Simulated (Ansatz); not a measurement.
## Geometry relaxation of CuO₂ (part 1 of 2)

- system: CuO₂ (Cmcm, 6 atoms in the cell)
- method: DFT r2SCAN, scalar-relativistic, plane waves, PAW (Ansatz 0.2.0)

The structure derives from a Materials Project entry. The run did not end well. It belongs to a series of runs on one base structure; here: dispersion relaxed: r2SCAN, none. Figures and captions count atoms from 1; the log counts them from 0 in places.

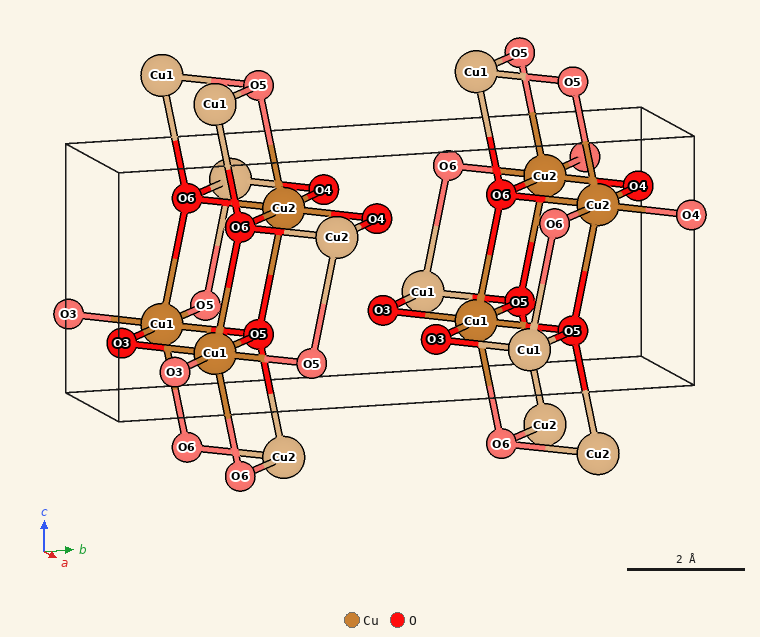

Figure 1. The starting structure (ball-and-stick view of the cell 2 times as large as that of the calculation, set on its symmetry axes, seen slightly off an axis; neighbours outside the cell are drawn fainter; atoms are numbered from 1 in the order of the input). An atom can appear more than once, as a periodic image.

**Input**
```yaml
crystal:
  lattice:
    - [1.412615, -5.210747, 0.0]
    - [1.412615, 5.210747, 0.0]
    - [0.0, 0.0, 4.343424]
  atoms:
    - { symbol: Cu, position: [0.832747, 0.167253, 0.25] }
    - { symbol: Cu, position: [0.167253, 0.832747, 0.75] }
    - { symbol: O, position: [0.448514, 0.551486, 0.25], spin: 0.38 }
    - { symbol: O, position: [0.551486, 0.448514, 0.75], spin: 0.38 }
    - { symbol: O, position: [0.21103, 0.78897, 0.25] }
    - { symbol: O, position: [0.78897, 0.21103, 0.75] }
basis:
  ecutwfc: 500
kpoints:
  mp_grid: { grid: [14, 14, 8] }
hamiltonian:
  xc: r2scan
scf:
  occupations: { method: gaussian, width: 0.1 }
output:
  forces: true
  stress: true
  eigenvalues: true
  populations: true
magnetization:
  spin_polarized: true
relax:
  adjacent_minimum: "off"
  f_tol: 0.01
  max_steps: 60
  cell: { stress_tol: 0.05 }
```

Hardware: 1 thread of Intel Xeon @ 2.50GHz (Skylake/Cascade Lake), 189 GiB of memory available, shared host.

Launched with:
```bash
ansatz run input.yaml --threads 1 --pin off --max-ram 2560MiB --backend cpu --events-out ev --progress --plain --runs-dir out
```

**What the program printed**
```
Engine: ansatz 0.2.0, x86_64-unknown-linux-gnu
Pseudopotentials: kind: paw
Pseudopotential: Cu, paw, valence charge 19, recommended cutoff 500 eV (meta_gga), Cu.paw.azcp
Pseudopotential: O, paw, valence charge 6, recommended cutoff 500 eV (meta_gga), O.paw.azcp
Functional definition: r2SCAN
  parameter k0 = 0.174
  parameter k1 = 0.065
  parameter a1 = 4.9479
  exchange = r2scan_x(k0 = k0, k1 = k1, a1 = a1)
  correlation = r2scan_c
Crystal: 6 atoms, lattice volume = 63.942 Å³
Basis set: ecut = 500 eV, 1605 PW (Γ), exchange–correlation on 160×160×128 points (64 copies of the dense FFT grid, shifted against one another)
Bands: 38, of which v1, the nominal top of the filled ones, is band 31 counted from 1 (30 counted from 0)
Symmetry: 8 space group operations
Space group: Cmcm (ITA 63), of the structure as read, at distance tolerance 4.0e-5 Å
Magnetic group: BNS 63.457 (UNI 555), of the structure as read, at distance tolerance 4.0e-5 Å
k-points: 285 of 1568
Non-local potential: Cu, projectors of the file, l = 0: 3, l = 1: 2, l = 2: 3, l = 3: 1
Non-local potential: O, projectors of the file, l = 0: 2, l = 1: 2, l = 2: 1
PAW form: soft (Blöchl's): semilocal exchange-correlation on the pseudo side does not see the compensation charge
PAW frozen core: Cu, regenerated for the run's functional (the file was generated under x = pbe(κ = 0.804, μ = 0.2195149727645171), c = pbe(β = 0.06672455060314922))
PAW frozen core: O, regenerated for the run's functional (the file was generated under x = pbe(κ = 0.804, μ = 0.2195149727645171), c = pbe(β = 0.06672455060314922))
PAW one-centre angular grid: Cu, 590 points (default); XC on 160 Gauss nodes
PAW one-centre angular grid: O, 302 points (default); XC on 160 Gauss nodes
Initial density: superposition of atomic densities (chi_scale 0.1, normalization cell, long waves kept (reshape's long-wave potential 0.24 eV rms))
Starting moments: Σ|m| = 0.76 μB on 2 of 6 sites
Initial wavefunctions: pseudopotential atomic-orbital guess
Functional: x = r2scan, c = r2scan; τ floored in thin density (d = 2e-4 eV/Å³)
SCF iter   1: F=—  HF=-15526.996435 eV  |F-HF|=—  |Δ(HF+E_count)|=         —  Δρ=7.29e-2 (↑7.29e-2 ↓6.97e-2)  dr2=1.86e1  dr2_τ=1.67e-1  dr2_m=1.61e-2  M=0.501 μB ∫|m|=0.639 μB  β_m=0.30  ethr=3.10e-3  ⟨swp⟩=5.4  Hψ=76861  notcnv=0
preconditioner: auto → Kerker (q_TF=auto, 2.714 Å⁻¹)  [metal: Δε(μ)=0.003 eV  Ē_g=13.046 eV  σ=0.100 eV  W_gap=0.02  n_scr=14 (ndim 8)  ℏωp=31.5 eV  f_vac=0.074  D(μ)=2.12/eV (n_scr^D=14)]
spin=Collinear: Kerker preconditioning applied to the charge; magnetization (m = ρ↑ − ρ↓) channel mixes plain (no charge-response kernel on spin).
SCF iter   2: F=—  HF=-15526.567880 eV  |F-HF|=—  |Δ(HF+E_count)|=   4.29e-1  Δρ=6.20e-2 (↑5.95e-2 ↓6.20e-2)  dr2=6.18e0  dr2_τ=2.76e-1  dr2_m=4.67e-2  M=0.579 μB ∫|m|=0.723 μB  β_m=0.30  ethr=3.10e-3  ⟨swp⟩=2.5  Hψ=41425  notcnv=0  defer=1211  κ⁻¹=1.0e0(r=1)
SCF iter   3: F=—  HF=-15526.421245 eV  |F-HF|=—  |Δ(HF+E_count)|=   1.47e-1  Δρ=2.30e-2 (↑2.30e-2 ↓2.11e-2)  dr2=3.54e-1  dr2_τ=3.64e-2  dr2_m=4.54e-2  M=0.670 μB ∫|m|=0.820 μB  β_m=1.00  ethr=3.10e-3  ⟨swp⟩=2.0  Hψ=35710  notcnv=0  defer=1046  κ⁻¹=3.0e-3(r=2)
SCF iter   4: F=—  HF=-15526.811747 eV  |F-HF|=—  |Δ(HF+E_count)|=   3.91e-1  Δρ=1.74e-2 (↑1.74e-2 ↓1.67e-2)  dr2=3.26e-1  dr2_τ=4.07e-3  dr2_m=3.64e-2  M=0.855 μB ∫|m|=1.007 μB  β_m=1.00  ethr=5.72e-4  ⟨swp⟩=2.0  Hψ=34953  notcnv=0  defer=1045  κ⁻¹=1.6e-3(r=3)
SCF iter   5: F=—  HF=-15526.961603 eV  |F-HF|=—  |Δ(HF+E_count)|=   1.50e-1  Δρ=9.84e-3 (↑9.35e-3 ↓9.84e-3)  dr2=2.16e-1  dr2_τ=1.85e-3  dr2_m=9.41e-3  M=0.933 μB ∫|m|=1.101 μB  β_m=1.00  ethr=5.26e-4  ⟨swp⟩=2.0  Hψ=37847  notcnv=0  defer=1097  κ⁻¹=2.6e-5(r=4)
SCF iter   6: F=—  HF=-15526.927699 eV  |F-HF|=—  |Δ(HF+E_count)|=   3.39e-2  Δρ=4.24e-3 (↑4.24e-3 ↓3.82e-3)  dr2=2.62e-2  dr2_τ=1.02e-3  dr2_m=1.40e-3  M=0.944 μB ∫|m|=1.136 μB  β_m=1.00  ethr=3.48e-4  ⟨swp⟩=2.0  Hψ=25187  notcnv=0  defer=1114  κ⁻¹=6.5e-6(r=5)
SCF iter   7: F=—  HF=-15526.951791 eV  |F-HF|=—  |Δ(HF+E_count)|=   2.41e-2  Δρ=5.50e-3 (↑3.83e-3 ↓5.50e-3)  dr2=4.57e-2  dr2_τ=4.54e-4  dr2_m=1.81e-3  M=0.987 μB ∫|m|=1.186 μB  β_m=1.00  ethr=4.23e-5  ⟨swp⟩=2.0  Hψ=34438  notcnv=0  defer=1108  κ⁻¹=1.8e-6(r=6)
SCF iter   8: F=—  HF=-15526.980572 eV  |F-HF|=—  |Δ(HF+E_count)|=   2.88e-2  Δρ=6.20e-3 (↑5.25e-3 ↓6.20e-3)  dr2=7.39e-2  dr2_τ=1.75e-4  dr2_m=1.01e-3  M=1.016 μB ∫|m|=1.226 μB  β_m=1.00  ethr=4.23e-5  ⟨swp⟩=2.0  Hψ=33940  notcnv=0  defer=1102  κ⁻¹=7.9e-7(r=7)
SCF iter   9: F=—  HF=-15526.994517 eV  |F-HF|=—  |Δ(HF+E_count)|=   1.39e-2  Δρ=8.17e-3 (↑7.33e-3 ↓8.17e-3)  dr2=1.41e-1  dr2_τ=3.53e-4  dr2_m=9.09e-4  M=1.050 μB ∫|m|=1.267 μB  β_m=1.20  ethr=4.23e-5  ⟨swp⟩=1.2  Hψ=22091  notcnv=0  defer=1089
Mixer restart at iter 9: flushing history
spin-set hold released at iteration 9 (site moments contracting): the magnetisation degrees of freedom join the quasi-Newton model from the next iteration; the mixer history was flushed
SCF iter  10: F=—  HF=-15526.988461 eV  |F-HF|=—  |Δ(HF+E_count)|=   6.06e-3  Δρ=1.73e-3 (↑1.73e-3 ↓1.50e-3)  dr2=4.84e-3  dr2_τ=4.33e-4  dr2_m=1.69e-4  M=1.036 μB ∫|m|=1.266 μB  β_m=1.20  ethr=4.23e-5  ⟨swp⟩=2.0  Hψ=33094  notcnv=0  defer=1088  κ⁻¹=1.0e0(r=1)
SCF iter  11: F=—  HF=-15526.989731 eV  |F-HF|=—  |Δ(HF+E_count)|=   1.27e-3  Δρ=2.49e-3 (↑2.40e-3 ↓2.49e-3)  dr2=1.64e-2  dr2_τ=4.89e-5  dr2_m=1.30e-4  M=1.051 μB ∫|m|=1.278 μB  β_m=1.20  ethr=7.80e-6  ⟨swp⟩=2.1  Hψ=37674  notcnv=0  defer=1100  κ⁻¹=5.4e-3(r=2)
SCF iter  12: F=—  HF=-15526.989894 eV  |F-HF|=—  |Δ(HF+E_count)|=   1.63e-4  Δρ=1.07e-3 (↑1.07e-3 ↓8.60e-4)  dr2=4.03e-3  dr2_τ=3.41e-5  dr2_m=8.80e-5  M=1.071 μB ∫|m|=1.298 μB  β_m=1.20  ethr=7.80e-6  ⟨swp⟩=2.4  Hψ=30383  notcnv=0  defer=1100  κ⁻¹=5.1e-3(r=3)
SCF iter  13: F=—  HF=-15526.990162 eV  |F-HF|=—  |Δ(HF+E_count)|=   2.68e-4  Δρ=9.27e-4 (↑9.13e-4 ↓9.27e-4)  dr2=1.79e-3  dr2_τ=1.22e-5  dr2_m=6.09e-5  M=1.094 μB ∫|m|=1.319 μB  β_m=1.20  ethr=6.49e-6  ⟨swp⟩=2.3  Hψ=31186  notcnv=0  defer=1095  κ⁻¹=4.8e-4(r=4)
SCF iter  14: F=—  HF=-15526.991168 eV  |F-HF|=—  |Δ(HF+E_count)|=   1.01e-3  Δρ=1.68e-3 (↑9.95e-4 ↓1.68e-3)  dr2=2.62e-3  dr2_τ=1.86e-5  dr2_m=1.83e-4  M=1.142 μB ∫|m|=1.352 μB  β_m=1.20  ethr=2.89e-6  ⟨swp⟩=2.0  Hψ=33996  notcnv=0  defer=1095  κ⁻¹=8.8e-5(r=5)
SCF iter  15: F=—  HF=-15526.991232 eV  |F-HF|=—  |Δ(HF+E_count)|=   6.38e-5  Δρ=9.58e-4 (↑4.85e-4 ↓9.58e-4)  dr2=4.41e-4  dr2_τ=1.44e-5  dr2_m=2.05e-4  M=1.166 μB ∫|m|=1.363 μB  β_m=1.20  ethr=2.89e-6  ⟨swp⟩=1.2  Hψ=20923  notcnv=0  defer=1098  κ⁻¹=1.6e-3(r=5)
SCF iter  16: F=—  HF=-15526.992237 eV  |F-HF|=—  |Δ(HF+E_count)|=   1.00e-3  Δρ=1.14e-3 (↑1.14e-3 ↓8.72e-4)  dr2=1.67e-4  dr2_τ=4.97e-5  dr2_m=5.71e-4  M=1.297 μB ∫|m|=1.458 μB  β_m=1.20  ethr=7.12e-7  ⟨swp⟩=2.1  Hψ=38757  notcnv=0  defer=1102  κ⁻¹=8.3e-4(r=6)
SCF iter  17: F=—  HF=-15526.998917 eV  |F-HF|=—  |Δ(HF+E_count)|=   6.68e-3  Δρ=2.93e-3 (↑2.93e-3 ↓9.34e-4)  dr2=2.25e-3  dr2_τ=1.04e-4  dr2_m=1.88e-3  M=1.561 μB ∫|m|=1.697 μB  β_m=1.20  ethr=2.69e-7  ⟨swp⟩=3.0  Hψ=51786  notcnv=0  defer=1105  κ⁻¹=6.6e-4(r=7)
SCF iter  18: F=—  HF=-15526.996919 eV  |F-HF|=—  |Δ(HF+E_count)|=   2.00e-3  Δρ=1.36e-3 (↑1.26e-3 ↓1.36e-3)  dr2=7.64e-4  dr2_τ=1.54e-4  dr2_m=7.42e-4  M=1.593 μB ∫|m|=1.727 μB  β_m=1.20  ethr=2.69e-7  ⟨swp⟩=2.4  Hψ=41521  notcnv=0  defer=1100
Mixer restart at iter 18: flushing history
SCF iter  19: F=—  HF=-15527.004016 eV  |F-HF|=—  |Δ(HF+E_count)|=   7.10e-3  Δρ=2.41e-3 (↑2.41e-3 ↓1.22e-3)  dr2=1.95e-3  dr2_τ=9.95e-5  dr2_m=1.68e-3  M=1.662 μB ∫|m|=1.794 μB  β_m=1.20  ethr=2.69e-7  ⟨swp⟩=2.0  Hψ=38472  notcnv=0  defer=1100  κ⁻¹=1.0e0(r=1)
SCF iter  20: F=—  HF=-15527.004331 eV  |F-HF|=—  |Δ(HF+E_count)|=   3.15e-4  Δρ=2.27e-3 (↑2.27e-3 ↓1.20e-3)  dr2=1.60e-3  dr2_τ=8.94e-5  dr2_m=1.56e-3  M=1.675 μB ∫|m|=1.807 μB  β_m=1.20  ethr=2.69e-7  ⟨swp⟩=1.8  Hψ=26388  notcnv=0  defer=1100  κ⁻¹=4.2e-3(r=2)
SCF iter  21: F=—  HF=-15527.007789 eV  |F-HF|=—  |Δ(HF+E_count)|=   3.46e-3  Δρ=2.13e-3 (↑2.13e-3 ↓1.26e-3)  dr2=1.12e-3  dr2_τ=8.54e-5  dr2_m=1.52e-3  M=1.755 μB ∫|m|=1.890 μB  β_m=1.20  ethr=2.69e-7  ⟨swp⟩=2.4  Hψ=39365  notcnv=0  defer=1100  κ⁻¹=2.9e-1(r=2)
SCF iter  22: F=—  HF=-15527.016053 eV  |F-HF|=—  |Δ(HF+E_count)|=   8.26e-3  Δρ=1.74e-3 (↑1.74e-3 ↓1.42e-3)  dr2=1.20e-3  dr2_τ=1.09e-4  dr2_m=1.12e-3  M=1.906 μB ∫|m|=2.051 μB  β_m=1.20  ethr=2.69e-7  ⟨swp⟩=3.0  Hψ=48587  notcnv=0  defer=1101
Mixer restart at iter 22: flushing history
SCF iter  23: F=—  HF=-15527.018985 eV  |F-HF|=—  |Δ(HF+E_count)|=   2.93e-3  Δρ=1.43e-3 (↑1.10e-3 ↓1.43e-3)  dr2=2.82e-4  dr2_τ=5.14e-5  dr2_m=8.11e-4  M=1.944 μB ∫|m|=2.093 μB  β_m=1.20  ethr=2.69e-7  ⟨swp⟩=2.0  Hψ=39649  notcnv=0  defer=1105  κ⁻¹=1.0e0(r=1)
SCF iter  24: F=—  HF=-15527.021182 eV  |F-HF|=—  |Δ(HF+E_count)|=   2.20e-3  Δρ=9.62e-4 (↑8.94e-4 ↓9.62e-4)  dr2=7.19e-5  dr2_τ=3.39e-5  dr2_m=4.70e-4  M=1.965 μB ∫|m|=2.117 μB  β_m=1.20  ethr=2.69e-7  ⟨swp⟩=2.0  Hψ=33843  notcnv=0  defer=1105  κ⁻¹=3.5e-2(r=2)
SCF iter  25: F=—  HF=-15527.029543 eV  |F-HF|=—  |Δ(HF+E_count)|=   8.36e-3  Δρ=8.96e-4 (↑8.96e-4 ↓7.96e-4)  dr2=8.12e-4  dr2_τ=2.21e-5  dr2_m=2.69e-4  M=2.003 μB ∫|m|=2.170 μB  β_m=1.20  ethr=1.16e-7  ⟨swp⟩=3.0  Hψ=49186  notcnv=0  defer=1105  κ⁻¹=1.6e-2(r=3)
SCF iter  26: F=—  HF=-15527.029652 eV  |F-HF|=—  |Δ(HF+E_count)|=   1.09e-4  Δρ=6.86e-4 (↑6.86e-4 ↓6.66e-4)  dr2=6.13e-4  dr2_τ=1.42e-5  dr2_m=1.50e-4  M=2.002 μB ∫|m|=2.169 μB  β_m=1.20  ethr=1.16e-7  ⟨swp⟩=1.4  Hψ=23793  notcnv=0  defer=1098  κ⁻¹=9.2e-4(r=4)
SCF iter  27: F=—  HF=-15527.031405 eV  |F-HF|=—  |Δ(HF+E_count)|=   1.75e-3  Δρ=9.44e-4 (↑9.44e-4 ↓7.34e-4)  dr2=7.06e-4  dr2_τ=1.79e-5  dr2_m=2.85e-4  M=2.005 μB ∫|m|=2.175 μB  β_m=1.20  ethr=1.16e-7  ⟨swp⟩=2.0  Hψ=38201  notcnv=0  defer=1098  κ⁻¹=2.5e-4(r=5)
SCF iter  28: F=—  HF=-15527.032344 eV  |F-HF|=—  |Δ(HF+E_count)|=   9.39e-4  Δρ=1.07e-3 (↑1.07e-3 ↓8.78e-4)  dr2=1.15e-4  dr2_τ=2.19e-5  dr2_m=5.31e-4  M=2.001 μB ∫|m|=2.162 μB  β_m=1.20  ethr=1.16e-7  ⟨swp⟩=2.4  Hψ=40670  notcnv=0  defer=1096  κ⁻¹=5.7e-5(r=6)
SCF iter  29: F=—  HF=-15527.033139 eV  |F-HF|=—  |Δ(HF+E_count)|=   7.96e-4  Δρ=1.36e-4 (↑1.19e-4 ↓1.36e-4)  dr2=3.15e-5  dr2_τ=6.16e-7  dr2_m=7.05e-6  M=2.005 μB ∫|m|=2.174 μB  β_m=1.20  ethr=1.16e-7  ⟨swp⟩=2.6  Hψ=40129  notcnv=0  defer=1095  κ⁻¹=2.1e-5(r=7)
SCF iter  30: F=—  HF=-15527.032972 eV  |F-HF|=—  |Δ(HF+E_count)|=   1.67e-4  Δρ=1.02e-3 (↑1.02e-3 ↓8.17e-4)  dr2=3.61e-4  dr2_τ=2.02e-5  dr2_m=4.56e-4  M=2.008 μB ∫|m|=2.181 μB  β_m=1.20  ethr=5.08e-8  ⟨swp⟩=2.6  Hψ=42023  notcnv=0  defer=1088  κ⁻¹=1.2e-5(r=8)
SCF iter  31: F=—  HF=-15527.032966 eV  |F-HF|=—  |Δ(HF+E_count)|=   6.79e-6  Δρ=2.80e-4 (↑2.80e-4 ↓2.17e-4)  dr2=9.29e-6  dr2_τ=1.10e-6  dr2_m=3.29e-5  M=2.004 μB ∫|m|=2.170 μB  β_m=1.20  ethr=5.08e-8  ⟨swp⟩=3.0  Hψ=46491  notcnv=0  defer=1086  κ⁻¹=1.9e-5(r=8)
SCF iter  32: F=—  HF=-15527.033126 eV  |F-HF|=—  |Δ(HF+E_count)|=   1.61e-4  Δρ=8.16e-5 (↑8.16e-5 ↓7.03e-5)  dr2=7.79e-6  dr2_τ=2.22e-7  dr2_m=2.36e-6  M=2.006 μB ∫|m|=2.174 μB  β_m=1.20  ethr=1.50e-8  ⟨swp⟩=2.5  Hψ=39043  notcnv=0  defer=1087  κ⁻¹=1.9e-5(r=8)
SCF iter  33: F=—  HF=-15527.033162 eV  |F-HF|=—  |Δ(HF+E_count)|=   3.58e-5  Δρ=4.64e-5 (↑4.18e-5 ↓4.64e-5)  dr2=3.60e-7  dr2_τ=3.42e-8  dr2_m=1.03e-6  M=2.006 μB ∫|m|=2.173 μB  β_m=1.20  ethr=1.26e-8  ⟨swp⟩=2.0  Hψ=38144  notcnv=0  defer=1087  κ⁻¹=6.7e-6(r=8)
SCF iter  34: F=—  HF=-15527.033168 eV  |F-HF|=—  |Δ(HF+E_count)|=   5.96e-6  Δρ=2.08e-5 (↑1.58e-5 ↓2.08e-5)  dr2=2.15e-7  dr2_τ=6.41e-9  dr2_m=1.49e-7  M=2.006 μB ∫|m|=2.174 μB  β_m=1.20  ethr=5.80e-10  ⟨swp⟩=2.3  Hψ=38480  notcnv=0  defer=1086  κ⁻¹=2.2e-6(r=8)
SCF iter  35: F=—  HF=-15527.033169 eV  |F-HF|=—  |Δ(HF+E_count)|=   5.41e-7  Δρ=1.20e-5 (↑1.20e-5 ↓1.09e-5)  dr2=9.94e-8  dr2_τ=2.81e-9  dr2_m=5.60e-8  M=2.006 μB ∫|m|=2.174 μB  β_m=1.20  ethr=1.61e-10  ⟨swp⟩=7.7  Hψ=94326  notcnv=0  κ⁻¹=9.0e-7(r=8)
SCF iter  36: F=-15527.033169 eV  HF=-15527.033169 eV  |F-HF|=6.59e-9  |Δ(HF+E_count)|=   2.70e-8  Δρ=3.36e-6 (↑2.88e-6 ↓3.36e-6)  dr2=1.19e-8  dr2_τ=1.97e-10  dr2_m=1.47e-9  M=2.006 μB ∫|m|=2.174 μB  ethr=1.60e-10  ⟨swp⟩=3.3  Hψ=59861  notcnv=0
at 4 of the mixer's solves, the last at iteration 21, it left a direction of its history that read negative out of its fit and stepped the other way along it
SCF 1 converged in 36 iterations: F = -15527.033169 eV  dr2 = 1.19e-8
  greatest PAW one-centre occupation: 1.000 electrons in one spin orbital (limit 2), on the Cu atom at site 1 (counted from 0), in its partial waves of l = 0
relax step   1: F+E_penalty+E_count = -15527.03316880 eV  Δ(F+E_penalty+E_count) = +0.000e0 eV  max|allowed force component| = 6.892e-1 eV/Å  Δτ_max = 0.0000 Å  P = -7.546 GPa  Ω = 63.942 Å³  (36 SCF iters, dr2 threshold 1.00e-7 eV, accepted)
```
